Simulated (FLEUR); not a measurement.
**A series of single points on Cd**

System: Cd (R-3m, 1 atom in the cell).
Method: Kohn-Sham DFT of a periodic cell, PBE, all-electron, spin-polarised (FLEUR MaX-R8.1 (later development tree)).

The 5 runs differ only in the geometry, by an even scaling of the cell at fixed fractional positions. The structure derives from a Materials Project entry.

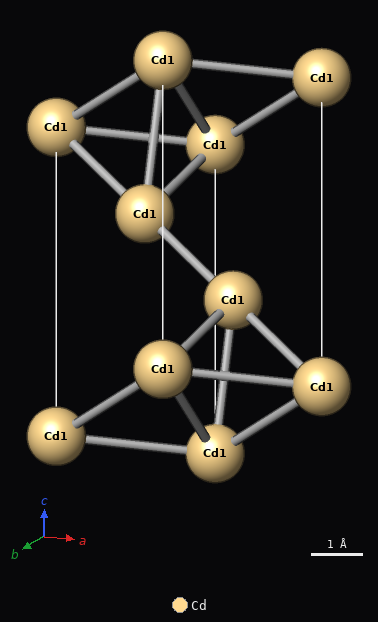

Figure 1. The structure of run 3 (ball-and-stick view of the cell 3 times as large as that of the calculation, set on its symmetry axes, seen at an oblique angle; atoms are numbered from 1 in the order of the input).

## Input of run 3
```
<?xml version="1.0" encoding="UTF-8" standalone="no"?>
<fleurInput fleurInputVersion="0.39">
   <comment>
      Cd                                                                                                  
   </comment>
   <calculationSetup>
      <cutoffs Kmax="3.8" Gmax="11.8" GmaxXC="11.8" numbands="0"/>
      <scfLoop itmax="60" minDistance="0.00001" maxIterBroyd="15" imix="Anderson" alpha="0.05" precondParam="0.0" spinf="2.0" sdNocoIR="T"/>
      <coreElectrons ctail="T" frcor="F" kcrel="0" coretail_lmax="0"/>
      <xcFunctional name="pbe" relativisticCorrections="F"/>
      <magnetism jspins="2"/>
      <soc l_soc="F" theta="0.0" phi="0.0" spav="F"/>
      <expertModes spex="0" secvar="F"/>
      <geometryOptimization l_f="F" forcealpha="1.0" forcemix="BFGS" epsdisp="0.00001" epsforce="0.00001"/>
      <ldaU l_linMix="F" mixParam="0.05" spinf="1.0"/>
   </calculationSetup>
   <cell>
      <bzIntegration valenceElectrons="20.0" mode="gauss" fermiSmearingEnergy="0.00183747">
         <kPointListSelection listName="default-1"/>
         <!-- k-points included here -->
         <xi:include xmlns:xi="http://www.w3.org/2001/XInclude" href="kpts.xml"> </xi:include>
      </bzIntegration>
      <!-- symmetry operations included here -->
      <xi:include xmlns:xi="http://www.w3.org/2001/XInclude" href="sym.xml"> </xi:include>
      <bulkLattice scale="1.0000000000">
         <bravaisMatrix>
            <row-1>    3.0387346967079210     1.7544142951717505     4.6284824053308711</row-1>
            <row-2>   -3.0387346967079210     1.7544142951717505     4.6284824053308711</row-2>
            <row-3>    0.0000000000000000    -3.5088285903435010     4.6284824053308711</row-3>
         </bravaisMatrix>
      </bulkLattice>
   </cell>
   <atomSpecies>
      <species name="Cadmium (C.500" element="Cd" atomicNumber="48">
         <mtSphere radius="2.63" gridPoints="879" logIncrement="0.015"/>
         <atomicCutoffs lmax="11" lnonsphr="8"/>
         <electronConfig flipSpins="F">
            <coreConfig>(1s1/2) (2s1/2) (2p1/2) (2p3/2) (3s1/2) (3p1/2) (3p3/2) (3d3/2) (3d5/2)</coreConfig>
            <valenceConfig>(4s1/2) (4p1/2) (4p3/2) (5s1/2) (4d3/2) (4d5/2)</valenceConfig>
         </electronConfig>
         <energyParameters s="5" p="5" d="4" f="4"/>
         <lo type="SCLO" l="0" n="4" eDeriv="0"/>
         <lo type="SCLO" l="1" n="4" eDeriv="0"/>
         <lo type="SCLO" l="1" n="4" eDeriv="1"/>
         <lo type="SCLO" l="2" n="4" eDeriv="2"/>
         <lo type="SCLO" l="3" n="4" eDeriv="2"/>
      </species>
   </atomSpecies>
   <atomGroups>
      <atomGroup species="Cadmium (C.500">
         <relPos label="                   1">.0000000000 .0000000000 .0000000000</relPos>
         <force calculate="T" relaxXYZ="TTT"/>
      </atomGroup>
   </atomGroups>
   <output dos="F" band="F" slice="F">
      <checks vchk="F" cdinf="F"/>
      <bandDOS minEnergy="-.5*Htr" maxEnergy="0.5*Htr" sigma="0.015" storeEVData="T"/>
      <vacuumDOS vacdos="F" integ="F" star="F" nstars="0" locx1="0.0" locy1="0.0" locx2="0.0" locy2="0.0" nstm="0" tworkf="0.0"/>
      <unfoldingBand unfoldBand="F" supercellX="1" supercellY="1" supercellZ="1"/>
      <plotting iplot="0" polar="F">
         <plot TwoD="T" vec1="  1.0  0.0  0.0" vec2="  0.0  1.0  0.0" vec3="  0.0  0.0  1.0" zero="  0.0  0.0  0.0" file="plot"/>
      </plotting>
      <chargeDensitySlicing numkpt="0" minEigenval="0.0" maxEigenval="0.0" nnne="0" pallst="F"/>
      <specialOutput eonly="F"/>
      <moessbauerParams electricFieldGradient="T" isomerShift="T" coreHyperfine="T" valenceHyperfine="T"/>
      <magneticCircularDichroism mcd="F" energyLo="-10.0" energyUp="0.0"/>
   </output>
  <!-- We include the file relax.xml here to enable relaxations (see documentation) -->
  <xi:include xmlns:xi="http://www.w3.org/2001/XInclude" href="relax.xml"> <xi:fallback/> </xi:include>
</fleurInput>
```

Command:
```bash
inpgen -f crystal.txt -profile fastHighL; fleur_MPI
```

Run 2 has the same physical settings and fractional positions; its lattice vectors (Å) are:
```
   1.586296    0.915849    2.416185
  -1.586296    0.915849    2.416185
   0.000000   -1.831697    2.416185
```

## Results, with one run withheld

```tsv
run	volume per atom (Å³)	free energy per atom, from the lowest run given (meV)
1	20.623	37.82
2	21.062	?
3	21.939	5.89
4	22.817	0.00
5	23.255	0.81
```

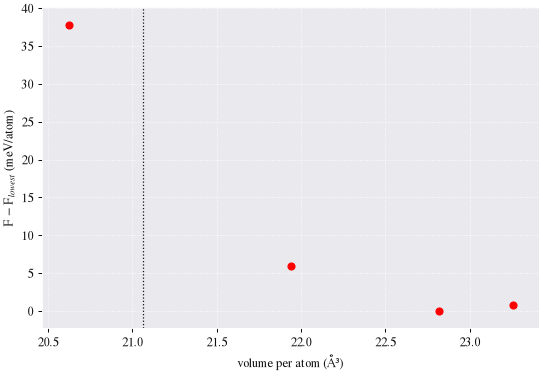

Figure 2. Free energy per atom of the runs given; the dotted line marks run 2.

Estimate the energy of run 2 from the others.

A quadratic polynomial in V^(−2/3) (the Birch–Murnaghan form), fitted to the 4 runs given, misses them by at most 0.01 meV per atom. With x = V^(−2/3) − 0.12691 Å⁻², it reads F = 3.7955 + 2709.3 x + 4.7855e+05 x² (meV per atom). At run 2 it gives 23.68 meV per atom, and the run itself gives 23.47. The fit has its minimum at 22.880 Å³ per atom, where V d²F/dV² gives 45.9 GPa. Cell shape and fractional positions are held, so this is the stiffness under even scaling; the relaxed bulk modulus wasn't computed.

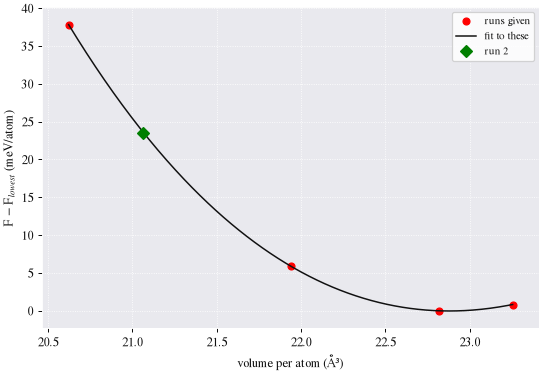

Figure 3. The fit and the withheld run.

## Output (run 2)
```
Welcome to FLEUR        (www.flapw.de)
      MaX-Release 8.1          (www.max-centre.eu)

 ========== k-point set info ==========
 Selected k-point list: default-1
 k-point list type: mesh
 10 x 10 x 10
 Number of k points: 116

 ------------Calculation Setup---------------------------
 Number of MPI-tasks      :            1
 Number of PE/node        :            1
 Number of OMP-threads    :            1
 Most efficient MPI parallelization for:
           1           2           4          29          58         116
 Additional eigenvalue parallelization possible
 Number of basis functions:          176
 Approximate size of matrices (H+S) per k-point:         0.000 GB
 --------------------------------------------------------

 Iteration:     1   Distance:       5.15426456 me/bohr^3

 Iteration:     2   Distance:       4.65308407 me/bohr^3

 Iteration:     3   Distance:       2.60896428 me/bohr^3

 Iteration:     4   Distance:       0.59272282 me/bohr^3

 Iteration:     5   Distance:       0.86539899 me/bohr^3

 Iteration:     6   Distance:       0.20920192 me/bohr^3

 Iteration:     7   Distance:       0.14431819 me/bohr^3

 Iteration:     8   Distance:       0.00680702 me/bohr^3

 Iteration:     9   Distance:       0.00358545 me/bohr^3

 Iteration:    10   Distance:       0.00041991 me/bohr^3

 Iteration:    11   Distance:       0.00018112 me/bohr^3

 Iteration:    12   Distance:       0.00004955 me/bohr^3

 Iteration:    13   Distance:       0.00001893 me/bohr^3

 Iteration:    14   Distance:       0.00000217 me/bohr^3

 ********************************************************************
 Run finished successfully
 Stop message:
   all done
 ********************************************************************
```
